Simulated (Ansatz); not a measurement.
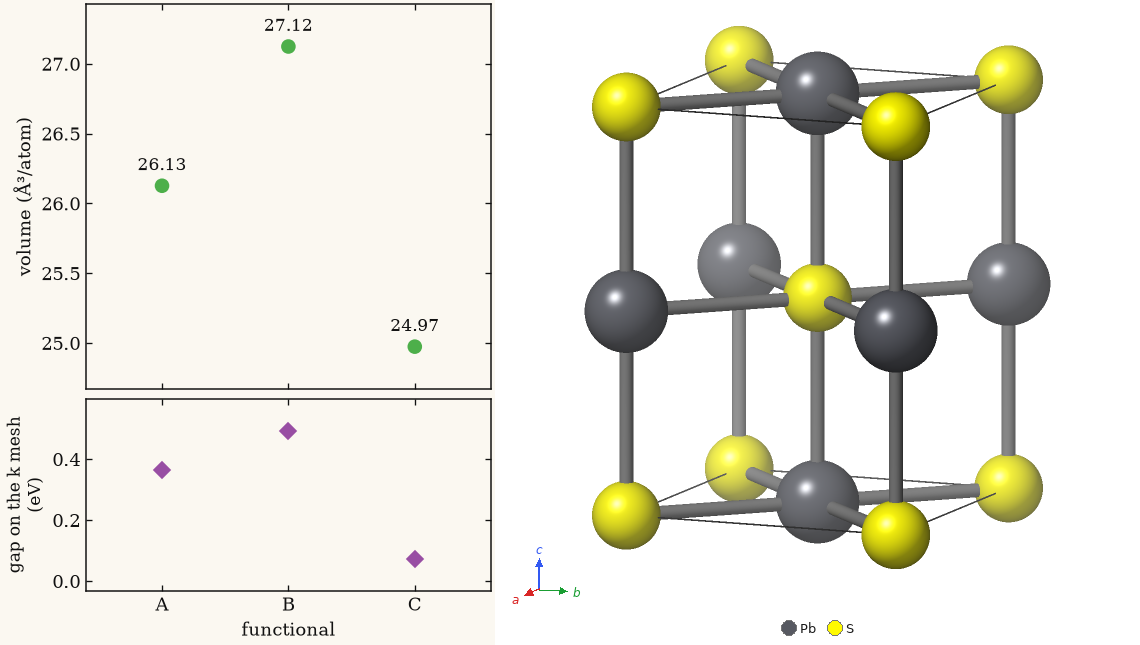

The figure shows the volume by functional, with the gap on the k mesh below, for PbS, space group I4/mmm (No. 139). The labels are replaced by letters. In alphabetical order the cases are: LDA; PBE; PBE+D3(BJ). The conventional cell is drawn beside the plot.

The cell holds 4 atoms.

Computed with Ansatz 0.2.0: volume and cell lengths of one structure relaxed by several density functionals; plane waves with PAW datasets, Γ-centred k mesh. All runs: no spin polarisation.

| setting | value |
| --- | --- |
| occupations | Gaussian |
| smearing width | 0.02 eV |

The space group named is that of the starting cell.

Q: Which letter stands for which functional?

A: A: PBE+D3(BJ) (26.1 Å³/atom); B: PBE (27.1 Å³/atom); C: LDA (25.0 Å³/atom).

Limits of the calculation: a crossing between the sampled k points may be missed; structure snapped to symmetry.
